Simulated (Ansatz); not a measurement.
# Al6P6H (cell charge +1, with a compensating background) (cell with a defect): what the fields show

```cif
data_structure
_symmetry_space_group_name_H-M 'P 1'
_symmetry_Int_Tables_number 1
_cell_length_a 6.7441
_cell_length_b 6.7441
_cell_length_c 6.7441
_cell_angle_alpha 80.406
_cell_angle_beta 70.529
_cell_angle_gamma 60.000
_cell_volume 250.45
loop_
_atom_site_label
_atom_site_type_symbol
_atom_site_fract_x
_atom_site_fract_y
_atom_site_fract_z
_atom_site_occupancy
Al1 Al 0.16667 0.66667 0.50000 1
Al2 Al 0.66667 0.66667 0.00000 1
Al3 Al 0.50000 0.00000 0.50000 1
Al4 Al 0.00000 0.00000 0.00000 1
Al5 Al 0.33333 0.33333 0.00000 1
Al6 Al 0.83333 0.33333 0.50000 1
P1 P 0.12500 0.00000 0.62500 1
P2 P 0.62500 0.00000 0.12500 1
P3 P 0.45833 0.33333 0.62500 1
P4 P 0.95833 0.33333 0.12500 1
P5 P 0.29167 0.66667 0.12500 1
P6 P 0.79167 0.66667 0.62500 1
H1 H 0.90512 0.31479 0.78473 1
```

Not relaxed (largest force 0.8 eV/Å); PAW files of the earlier set (soft_1).

Theory: Ansatz 0.2.0, DFT PBE, scalar-relativistic, plane waves, PAW.

The density is the valence pseudo-density of a PAW calculation; it isn't the true density close to the nuclei.

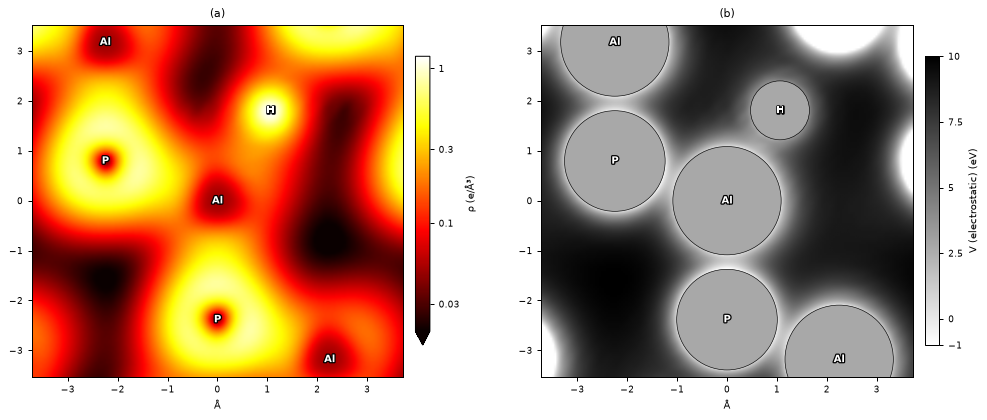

Figure 1. (a) valence electron density; (b) electrostatic potential energy of an electron on the (010) plane of the calculation cell. Grey discs cover the atomic cores in the potential map.

> What does the map show?

- The section cuts through Al, P and H sites.
- Al–H (2.10 Å): ρ is about 0.21 e/Å³ halfway.
- Al–P (2.38 Å): ρ is about 0.5 e/Å³ halfway.
- Between the atoms the lowest density in this plane is 0.02 e/Å³.
- Outside the cores the potential energy rises away from the atoms and is highest about 2.4 Å from the nearest atoms; its zero is arbitrary.

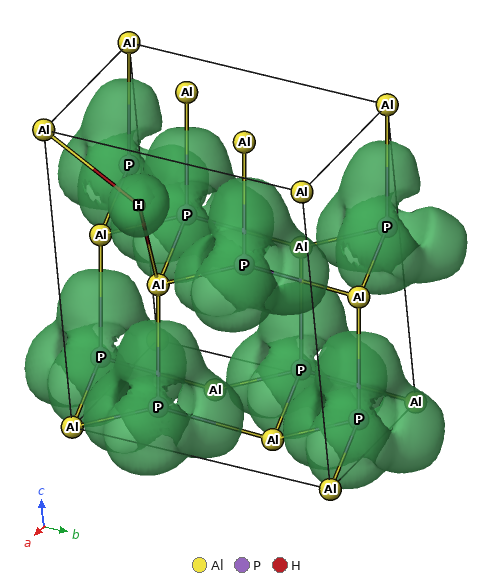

Figure 2. Isosurface of the ELF at 0.75 (green), seen slightly off an axis. Core shells and regions of very low density are left out. Sticks mark near contacts.

> What do the ELF domains correspond to?

At this value the surface marks out one region around a hydrogen nucleus and six regions on P in which the atom's valence shell and bonds are merged, counted in one cell of 13 atoms. Any copies at cell faces, edges or corners count once. Along the contacts the grid gives the following. Al–H (2.10 Å): the ELF climbs to about 1 towards the hydrogen. Al–P (2.38 Å): the ELF peaks at about 0.95 between the atoms.

> Does the calculation give a band gap?

It is gapped, with a Kohn–Sham gap of 0.25 eV on the k-point mesh (the band edges may lie off the mesh, which would make the gap smaller).
